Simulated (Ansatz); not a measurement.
# What a change does: single-point calculation on SnO2

System: SnO2 (Amm2, 6 atoms in the cell).
Method of run A: DFT r2SCAN, scalar-relativistic, plane waves, PAW, no spin polarisation (Ansatz 0.2.0).

The structure derives from an entry of the Crystallography Open Database. Text and figures count atoms from 1; the logs count them from 0 in places.

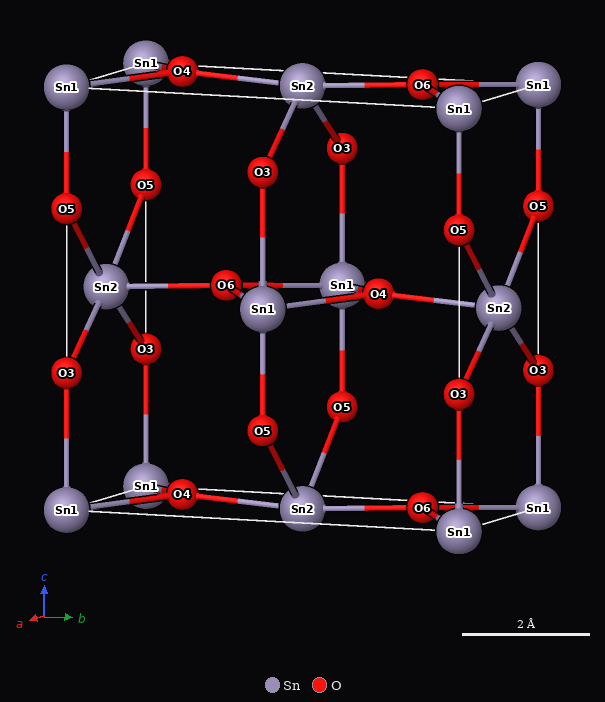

The structure as given in the input (ball-and-stick view of the cell 2 times as large as that of the calculation, set on its symmetry axes, seen slightly off an axis; atoms are numbered from 1 in the order of the input). An atom can appear more than once, as a periodic image.

The input, run A:
```yaml
crystal:
  lattice:
    - [4.7602164773, 0.0, 0.0]
    - [0.0, 4.7602164773, 0.0]
    - [0.0, 0.0, 3.2005650988]
  atoms:
    - { symbol: Sn, position: [0.0, 0.0, 0.0] }
    - { symbol: Sn, position: [0.5, 0.5, 0.5] }
    - { symbol: O, position: [0.3244616345, 0.3244616345, 0.0] }
    - { symbol: O, position: [0.2126746377, 0.8244616345, 0.5] }
    - { symbol: O, position: [0.7126746377, 0.7126746377, 0.0] }
    - { symbol: O, position: [0.8244616345, 0.2126746377, 0.5] }
basis:
  ecutwfc: 500
kpoints:
  mp_grid: { grid: [6, 6, 8] }
hamiltonian:
  xc: r2scan
scf:
  occupations: { method: gaussian, width: 0.05 }
output:
  forces: true
  stress: true
  eigenvalues: true
```

Launched with:
```bash
ansatz run input.yaml --threads 1 --pin off --max-ram 2560MiB --backend cpu --events-out ev --progress --plain --runs-dir out
```

Hardware: 1 thread of Arm Neoverse V1, 24 GiB of memory available, shared host.

Output, shortened to warnings, some set-up lines, iterations and results (run A):
```
Basis set: ecut = 500 eV, 1867 PW (Γ), exchange–correlation on 144×144×96 points (64 copies of the dense FFT grid, shifted against one another)
Symmetry: 4 space group operations
k-points: 65 of 288 (time reversal used)
Initial density: superposition of atomic densities (neutral atoms: chi_scale 0, normalization atom), corrected by the library's trained network
[...]
SCF iter   1: F=—  HF=-14352.086837 eV  |F-HF|=—  |Δ(HF+E_count)|=         —  Δρ=1.04e-2  dr2=5.76e-2  dr2_τ=2.76e-1  ethr=1.77e-3  ⟨swp⟩=6.0  Hψ=9113  notcnv=0  defer=11
SCF iter   2: F=—  HF=-14352.190997 eV  |F-HF|=—  |Δ(HF+E_count)|=   1.04e-1  Δρ=6.14e-3  dr2=1.50e-2  dr2_τ=1.04e-3  ethr=1.11e-4  ⟨swp⟩=2.0  Hψ=3915  notcnv=0  defer=115
SCF iter   3: F=—  HF=-14352.190118 eV  |F-HF|=—  |Δ(HF+E_count)|=   8.79e-4  Δρ=9.51e-4  dr2=5.91e-4  dr2_τ=1.15e-4  ethr=2.88e-5  ⟨swp⟩=1.0  Hψ=1965  notcnv=0  defer=50
SCF iter   4: F=—  HF=-14352.190181 eV  |F-HF|=—  |Δ(HF+E_count)|=   6.31e-5  Δρ=3.73e-4  dr2=7.24e-5  dr2_τ=1.13e-5  ethr=1.14e-6  ⟨swp⟩=2.1  Hψ=2935  notcnv=0  defer=50
SCF iter   5: F=—  HF=-14352.190178 eV  |F-HF|=—  |Δ(HF+E_count)|=   3.56e-6  Δρ=1.14e-4  dr2=8.24e-6  dr2_τ=1.10e-6  ethr=1.39e-7  ⟨swp⟩=2.0  Hψ=2864  notcnv=0  defer=50
SCF iter   6: F=—  HF=-14352.190179 eV  |F-HF|=—  |Δ(HF+E_count)|=   1.62e-6  Δρ=4.15e-5  dr2=1.40e-6  dr2_τ=8.84e-8  ethr=1.59e-8  ⟨swp⟩=2.0  Hψ=2744  notcnv=0  defer=50
SCF iter   7: F=-14352.190179 eV  HF=-14352.190179 eV  |F-HF|=1.59e-8  |Δ(HF+E_count)|=   2.34e-7  Δρ=9.71e-6  dr2=6.84e-8  dr2_τ=8.17e-9  ethr=1.92e-10  ⟨swp⟩=8.0  Hψ=10188  …
SCF 1 converged in 7 iterations: F = -14352.190179 eV  dr2 = 6.84e-8
SCF converged after 7 iterations
Free energy (F): -14352.190179 eV
Harris-Foulkes:  -14352.190179 eV  (|F-HF|=1.59e-8)
Internal energy: -14352.190179 eV  (E = F + TS)
E sigma→0 (E₀):  -14352.190179 eV
Fermi energy:    9.757921 eV
--- Per-component energies (eV) ---
  E_band       = -165.222658
  E_kinetic    = 1086.413011
  E_local      = -2892.386786  (includes V_loc(G=0)·N_el)
  E_nonlocal   = 131.697585
  E_hartree    = 1505.059063
  E_xc         = -1035.996196
  E_vxc        = -622.929311  (∫ρ·V_xc dr)
  E_paw        = -8986.307225  (= ΣΔE_a)
  E_vpaw       = -917.461838  (= ΣTr[D̂ρ^β])
  E_aug_tail   = 0.003908  (compensation charges beyond the density's cutoff)
  E_vtau       = 39.317222  (kinetic-family band-sum trace: ∫τ·v_τ [+ j·A + Jᵃ·Aᵃ] dr)
  E_ewald      = -4162.016415
  E_core_change = 1.342876  (= ΣΔE_core)
  E_smearing   = -0.000000  (= −TS)
  E_closure    = -0.000000  (closes the sum)
  Σ components = -14352.190179   (vs F -14352.190179, Δ=0.00e0)
--- Forces (eV/Å), atoms counted from 1 ---
  atom   1  Sn     1.39947120     1.39947120     0.00000000
  atom   2  Sn     1.36571161     1.36571161     0.00000000
  atom   3  O     -1.14571508    -1.14571508     0.00000000
  atom   4  O     -0.00551331    -0.02958340     0.00000000
  atom   5  O     -1.58440547    -1.58440547     0.00000000
  atom   6  O     -0.02958340    -0.00551331     0.00000000
  max |Σ_I F_I| component: 3.44e-5 eV/Å
--- Stress (GPa, compression-positive) ---
        1.819246       2.548886       0.000000
        2.548886       1.819246       0.000000
        0.000000       0.000000       1.714965
  P = ⅓ Tr σ = 1.7845 GPa (17.845 kbar)
```

The input of run B differs as follows (lines with − go, lines with + come):
```diff
-    - { symbol: O, position: [0.3244616345, 0.3244616345, 0.0] }
-    - { symbol: O, position: [0.2126746377, 0.8244616345, 0.5] }
-    - { symbol: O, position: [0.7126746377, 0.7126746377, 0.0] }
-    - { symbol: O, position: [0.8244616345, 0.2126746377, 0.5] }
+    - { symbol: O, position: [0.2687572261, 0.2687572261, 0.0] }
+    - { symbol: O, position: [0.1569702293, 0.7687572261, 0.5] }
+    - { symbol: O, position: [0.6569702293, 0.6569702293, 0.0] }
+    - { symbol: O, position: [0.7687572261, 0.1569702293, 0.5] }
```

What does this change do to the results?

With the same functional and potentials, run B lies 132.5 meV per atom higher. The gap on the mesh goes from 1.78 to 1.84 eV. The pressure goes from 1.78 to 7.47 GPa. The largest force goes from 2.241 to 5.930 eV/Å. The number of SCF iterations is the same.

Output, shortened to warnings, some set-up lines, iterations and results (run B):
```
Basis set: ecut = 500 eV, 1867 PW (Γ), exchange–correlation on 144×144×96 points (64 copies of the dense FFT grid, shifted against one another)
Symmetry: 4 space group operations
k-points: 65 of 288 (time reversal used)
Initial density: superposition of atomic densities (neutral atoms: chi_scale 0, normalization atom), corrected by the library's trained network
[...]
SCF iter   1: F=—  HF=-14351.291464 eV  |F-HF|=—  |Δ(HF+E_count)|=         —  Δρ=1.06e-2  dr2=6.20e-2  dr2_τ=3.00e-1  ethr=1.77e-3  ⟨swp⟩=6.2  Hψ=9271  notcnv=0  defer=8
SCF iter   2: F=—  HF=-14351.395810 eV  |F-HF|=—  |Δ(HF+E_count)|=   1.04e-1  Δρ=6.18e-3  dr2=1.51e-2  dr2_τ=1.14e-3  ethr=1.19e-4  ⟨swp⟩=2.0  Hψ=3914  notcnv=0  defer=113
SCF iter   3: F=—  HF=-14351.395146 eV  |F-HF|=—  |Δ(HF+E_count)|=   6.64e-4  Δρ=1.14e-3  dr2=7.96e-4  dr2_τ=1.30e-4  ethr=2.91e-5  ⟨swp⟩=1.0  Hψ=1967  notcnv=0  defer=48
SCF iter   4: F=—  HF=-14351.395179 eV  |F-HF|=—  |Δ(HF+E_count)|=   3.27e-5  Δρ=4.19e-4  dr2=8.95e-5  dr2_τ=1.66e-5  ethr=1.53e-6  ⟨swp⟩=2.2  Hψ=2862  notcnv=0  defer=48
SCF iter   5: F=—  HF=-14351.395173 eV  |F-HF|=—  |Δ(HF+E_count)|=   5.99e-6  Δρ=1.20e-4  dr2=8.45e-6  dr2_τ=1.06e-6  ethr=1.72e-7  ⟨swp⟩=2.0  Hψ=2848  notcnv=0  defer=48
SCF iter   6: F=—  HF=-14351.395175 eV  |F-HF|=—  |Δ(HF+E_count)|=   2.82e-6  Δρ=4.01e-5  dr2=1.22e-6  dr2_τ=9.24e-8  ethr=1.63e-8  ⟨swp⟩=2.0  Hψ=2749  notcnv=0  defer=48
SCF iter   7: F=-14351.395175 eV  HF=-14351.395175 eV  |F-HF|=2.11e-8  |Δ(HF+E_count)|=   1.94e-7  Δρ=9.88e-6  dr2=7.17e-8  dr2_τ=7.96e-9  ethr=1.92e-10  ⟨swp⟩=7.8  Hψ=10395  …
SCF 1 converged in 7 iterations: F = -14351.395175 eV  dr2 = 7.17e-8
SCF converged after 7 iterations
Free energy (F): -14351.395175 eV
Harris-Foulkes:  -14351.395175 eV  (|F-HF|=2.11e-8)
Internal energy: -14351.395175 eV  (E = F + TS)
E sigma→0 (E₀):  -14351.395175 eV
Fermi energy:    9.739243 eV
--- Per-component energies (eV) ---
  E_band       = -165.963305
  E_kinetic    = 1088.463942
  E_local      = -2912.901007  (includes V_loc(G=0)·N_el)
  E_nonlocal   = 132.216569
  E_hartree    = 1513.983793
  E_xc         = -1036.562710
  E_vxc        = -623.692967  (∫ρ·V_xc dr)
  E_paw        = -8986.345214  (= ΣΔE_a)
  E_vpaw       = -917.406791  (= ΣTr[D̂ρ^β])
  E_aug_tail   = 0.003918  (compensation charges beyond the density's cutoff)
  E_vtau       = 39.379784  (kinetic-family band-sum trace: ∫τ·v_τ [+ j·A + Jᵃ·Aᵃ] dr)
  E_ewald      = -4151.597342
  E_core_change = 1.342876  (= ΣΔE_core)
  E_smearing   = -0.000000  (= −TS)
  E_closure    = -0.000000  (closes the sum)
  Σ components = -14351.395175   (vs F -14351.395175, Δ=0.00e0)
--- Forces (eV/Å), atoms counted from 1 ---
  atom   1  Sn    -3.77449570    -3.77449570     0.00000000
  atom   2  Sn    -2.69878234    -2.69878234     0.00000000
  atom   3  O      4.19288259     4.19288259     0.00000000
  atom   4  O      0.11232687     0.00616318     0.00000000
  atom   5  O      2.16196041     2.16196041     0.00000000
  atom   6  O      0.00616318     0.11232687     0.00000000
  max |Σ_I F_I| component: 5.50e-5 eV/Å
--- Stress (GPa, compression-positive) ---
        7.727012      10.436669       0.000000
       10.436669       7.727012       0.000000
        0.000000       0.000000       6.952612
  P = ⅓ Tr σ = 7.4689 GPa (74.689 kbar)
```

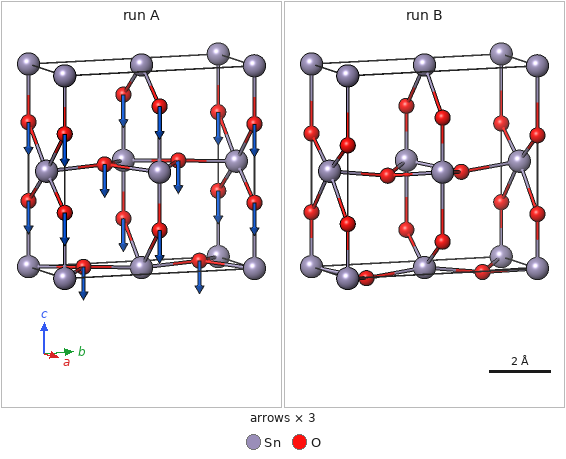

The two input geometries at one scale (ball-and-stick view of the cell 2 times as large as that of the calculation, set on its symmetry axes, seen slightly off an axis). The blue arrows on the first give the shifts of the atoms relative to the cell, magnified 3 times. The largest moves, 0.37 Å, are those of O atoms. Sn stays in place. The cell doesn't change. Among the contacts that change: O–Sn 2.184 → 1.809 Å, O–Sn 1.934 → 2.309 Å, O–Sn 1.989 → 2.233 Å, O–Sn 2.147 → 1.918 Å.

The two runs side by side:

| quantity | run A | run B |
| --- | --- | --- |
| outcome | converged | converged |
| free energy per atom (eV) | −2392.0317 | −2391.8992 |
| gap on the mesh (eV) | 1.78 | 1.84 |
| pressure (GPa) | 1.78 | 7.47 |
| largest force (eV/Å) | 2.241 | 5.930 |
| SCF iterations | 7 | 7 |
| irreducible k-points | 65 | 65 |
| plane waves at Γ | 1867 | 1867 |
| wall time (shared host) | 34 s | 34 s |

For run B: The cell is under a pressure of 7.5 GPa at this level, so it is not at its equilibrium volume.
